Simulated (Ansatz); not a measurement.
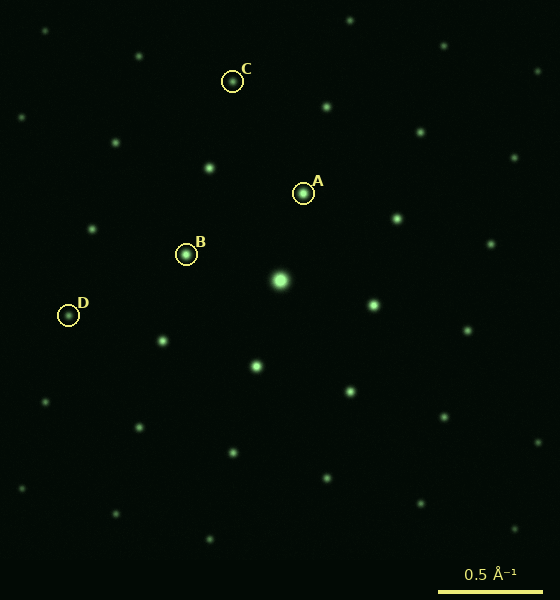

Simulated selected-area electron diffraction pattern (300 kV, kinematic approximation, thin crystal, B = 0.8 Å² for all atoms). The zone axis points towards the electron source and the pattern is seen from the source side.

Crystal: I, space group P6/mmm (No. 191), a = 4.27 Å, c = 2.97 Å (hexagonal axes). Structure: coordinates from a relaxation with DFT PBE, scalar-relativistic, plane waves, PAW in Ansatz 0.2.0; the starting structure was generated, so it need not be a known form of this composition.

```
atom  site  symmetry       x       y       z
   I    1a     6/mmm  0.0000  0.0000  0.0000
```

Spot A is indexed -1 0 1 and spot B 1 -2 0.

Question: Give hkl for C, D.

Answer: C = 2A + B = -1 -2 2 (d = 1.018 Å). D = −A + 2B = 3 -4 -1 (d = 0.969 Å).

Question: Find the zone axis.

Answer: The cross product of A and B is parallel to [212]; every spot obeys hu + kv + lw = 0.

Question: What are the spacings of A and B and the angle between them?

Answer: d(A) = 2.316 Å, d(B) = 2.133 Å, and the angle is 90.0°.
